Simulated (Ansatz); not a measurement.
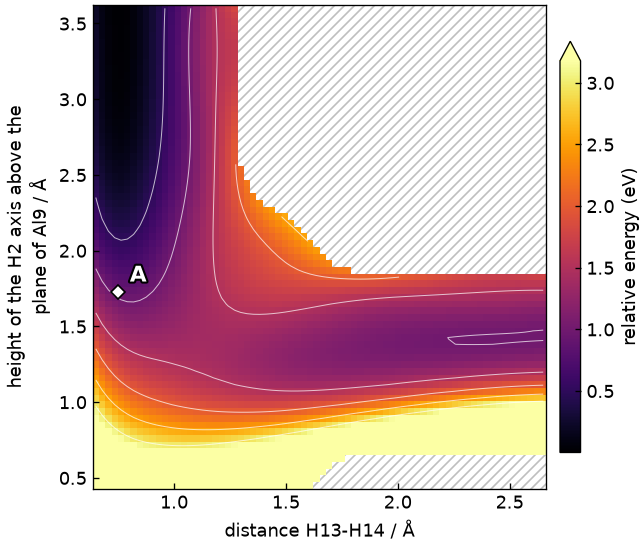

H₂ on an Al(111) slab cut from the Fm-3m phase, its upper half relaxed before the scan (12 atoms of substrate and one adsorbate in a 2 × 2 cell). H2 lies flat over one site of a rigid substrate while its bond length and height are varied; it sits over a hollow site, heights counted from the top plane, its axis along the first surface vector. The first coordinate is: distance H13-H14; the second: height of the H2 axis above the plane of Al9. Grid: 8 × 9 points. At 18 points there is no value (left out: too close to the surface, or the stretched molecule far from it). Points are written as (first, second). Energies: eV, counted from the lowest grid point. Level of theory: DFT PBE, scalar-relativistic, plane waves, PAW (Ansatz). Settings: cutoff 420 eV, k-mesh 6×6×1, gaussian smearing 0.1 eV, no spin polarisation.

Drawn: a smooth colour map with a few white contour lines, one colour for all values above the top of the scale, hatched blanks where no value was computed, the point A. Between grid points the surface is interpolated.

Question: Is A at rest? If not, where is it pushed?

Answer: A, at (0.750 Å, 1.73 Å), is not a stationary point. The computed force is 1.1 eV for each Å towards larger values of distance H13-H14 and 1.5 eV for each Å towards larger values of the second coordinate.
